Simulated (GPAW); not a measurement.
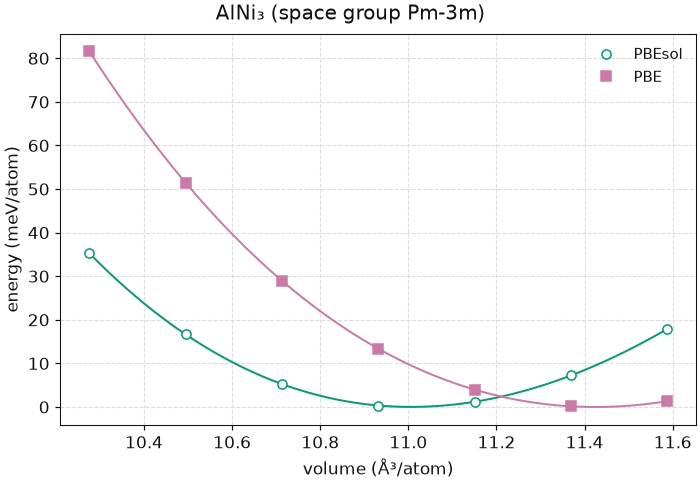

The plot gives the computed energy against volume, with one curve for each functional, for AlNi₃ (space group Pm-3m).

Method: PAW DFT in plane waves, on a grid or in atomic orbitals, collinear spins; energies at scaled volumes of the given cell, shape and fractions fixed, counted from the fit's minimum, third-order Birch-Murnaghan fit (GPAW 26.7.0). All runs: collinear spin.

- occupations: Fermi–Dirac
- smearing width: 0.05 eV
- wave cutoff: 600 eV

Settings that differ: PBEsol: k mesh 8×8×8, potentials PAW-data-sets-made-by gpaw-setup-for-the-functional; PBE: k mesh 6×6×6, potentials GPAW-PAW-data-sets-(gpaw-data-1.2.1).

Order the curves by fitted equilibrium volume, smallest first.

Answer. PBEsol 11.006, PBE 11.424 Å³/atom.

Order the curves by fitted bulk modulus, smallest first.

Answer. PBE 186.4, PBEsol 205.3 GPa.

Note: nickel data set pressure off other codes.
